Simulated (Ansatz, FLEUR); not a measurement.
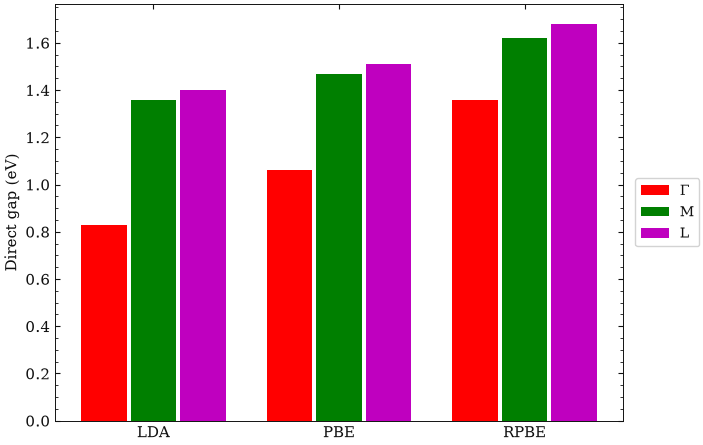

Direct gap at each named k point, by several methods on one cell of CdI2-type SnSe2, space group P-3m1, 3 atoms in the cell; a = 3.811 Å, c = 6.136 Å (hexagonal axes). All runs are with spin-orbit coupling and carry no moments. The cell is at 6 GPa in PBE+SOC. The smallest gap is indirect or lies off these points.

```csv
method,program,Γ (eV),M (eV),L (eV)
LDA,Ansatz,0.83,1.36,1.40
PBE,Ansatz,1.06,1.47,1.51
RPBE,FLEUR,1.36,1.62,1.68
```

### What does r2SCAN give? It was run as: r2SCAN, Ansatz PAW, 6×6×4 k mesh, 500 eV cutoff, Fermi-Dirac smearing of 0.05 eV (Ansatz).

r2SCAN gives 1.50 eV at Γ, 1.74 eV at M and 1.80 eV at L, which is +0.44 eV from PBE at Γ.

### Does r2SCAN open these direct gaps by one amount over PBE?

The shifts are +0.44 eV at Γ, +0.27 eV at M and +0.29 eV at L, and at points that aren't plotted +0.40 eV (A), +0.30 eV (K) and +0.32 eV (H): over the named points that both runs hold, a spread of 0.17 eV on a mean of 0.34 eV, so one shift doesn't describe them.

### How do the methods rank at Γ?

From low to high: LDA 0.83, PBE 1.06, RPBE 1.36, r2SCAN 1.50 eV.

Settings. LDA: Ansatz PAW, 6×6×4 k mesh, 420 eV cutoff, Fermi-Dirac smearing of 0.05 eV (Ansatz). PBE: Ansatz PAW, 6×6×4 k mesh, 420 eV cutoff, Fermi-Dirac smearing of 0.05 eV (Ansatz 0.2.0). RPBE: all-electron, 6×6×4 k mesh, Fermi-Dirac smearing of 0.05 eV (FLEUR MaX-R8.1 (patched build s14)).

These are four of the 6 methods that were run on this cell. The runs come from different programs, which adds differences of its own. LDA, GGA and most meta-GGA functionals understate gaps. LDA and r2SCAN: the PAW data sets were made with another functional. RPBE: spin-orbit coupling is added in second variation on a limited number of bands. Over all k points computed the smallest gap is 0.56 eV in LDA, 0.71 eV in PBE, 0.94 eV in RPBE and 1.00 eV in r2SCAN, and such a mesh can miss a smaller one.
